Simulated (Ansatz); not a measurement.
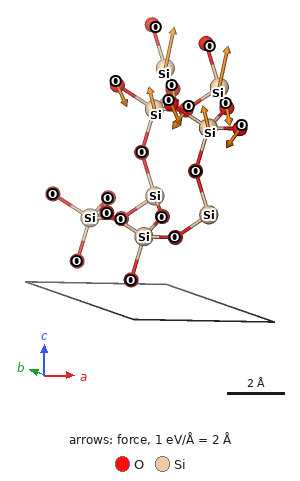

Starting geometry of a slab of composition Si₄O₉ (cut from the I-42d phase) with the computed forces as orange arrows. A ball-and-stick model of the 1 × 2 repeat of the cell, outlined in the plane, without the vacuum, seen slightly off an axis.

Case: clean slab, lower half held. The slab is the (1 0 1) face of SiO2. 6 atoms are held fixed.

These are results of DFT PBE, scalar-relativistic, plane waves, PAW (Ansatz 0.2.0), not measurements. (plane-wave cutoff 420 eV; k-point mesh 6 × 6 × 1; occupations gaussian; smearing width 0.05 eV; no spin polarisation; dipole correction; atoms relaxed in a fixed cell; force threshold 0.03 eV/Å; at most 70 steps)

> What follows when this structure is relaxed?

It isn't relaxed: the largest force vector, on a Si atom, is 0.76 eV/Å. The final displacements have little in common with the starting forces (cosine between the two patterns 0.05). The atom that moves furthest is an O atom (0.77 Å at 54° to the normal (+c side)). Largest moves by element: O 0.77 Å, Si 0.44 Å. The lattice vectors keep their values. Among the contacts that change: O–Si 1.626 → 1.640 Å. Among the angles between lasting bonds that change: Si–O–Si 146.9° → 163.3°, O–Si–O 110.9° → 105.6°, O–Si–O 108.8° → 112.0°. After 13 accepted moves (17 points after the start) the energy has fallen by 45.0 meV per cell of the calculation. Largest force component: 0.75 eV/Å at the start, 0.02 eV/Å at the end. The line search rejected the trial steps at points 7, 10, 12 of the run. 1 step only repeated the SCF at the same geometry. The forces were under the threshold at step 8, but the run went on from there. The run took 8.7 min on 4 threads of Arm Neoverse V2, on a shared host, peak memory 1.2 GiB.
